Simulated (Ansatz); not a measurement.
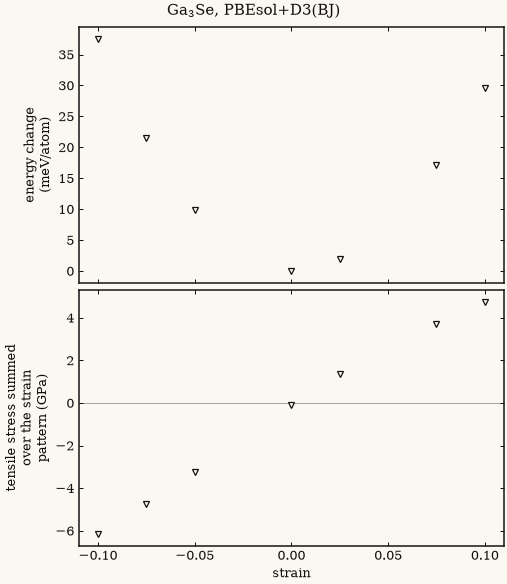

The figure shows the energy change and tensile stress summed over the strain pattern against strain for Ga₃Se, space group Pm-3m (No. 221).

The given structure:
```yaml
crystal:
  lattice:
    - [4.22492, 0.00000, 0.00000]
    - [0.00000, 4.22492, 0.00000]
    - [0.00000, 0.00000, 4.22492]
  atoms:
    - { symbol: Ga, position: [0.00000, 0.50000, 0.50000] }
    - { symbol: Ga, position: [0.50000, 0.00000, 0.50000] }
    - { symbol: Ga, position: [0.50000, 0.50000, 0.00000] }
    - { symbol: Se, position: [0.00000, 0.00000, 0.00000] }
```

Calculation (Ansatz 0.2.0): homogeneous strain of a crystal along one Voigt pattern with engineering shear, fractional coordinates fixed, by plane-wave density functional theory with PAW datasets, free energies less that of the undisturbed cell; scalar-relativistic. Level: PBEsol with D3(BJ), no spin polarisation.

- wave cutoff: 420 eV
- k mesh: 12×12×12
- occupations: Gaussian
- smearing width: 0.15 eV
- k shift: (0, 0, 0) (mesh steps)
- start: relaxed
- strain pattern: (0, 1, 0, 0, 0, 0) (xx yy zz yz xz xy with engineering shear)

The points at strain −0.0250, 0.0500 and 0.0875 are left out of the plot. What values does the calculation give there?

| strain | energy change (meV/atom) | tensile stress summed over the strain pattern (GPa) |
| --- | --- | --- |
| −0.0250 | 2.53 | −1.7 |
| 0.0500 | 7.81 | 2.6 |
| 0.0875 | 23.06 | 4.2 |

Caveats: no spin polarisation, a magnetic state may lie lower.
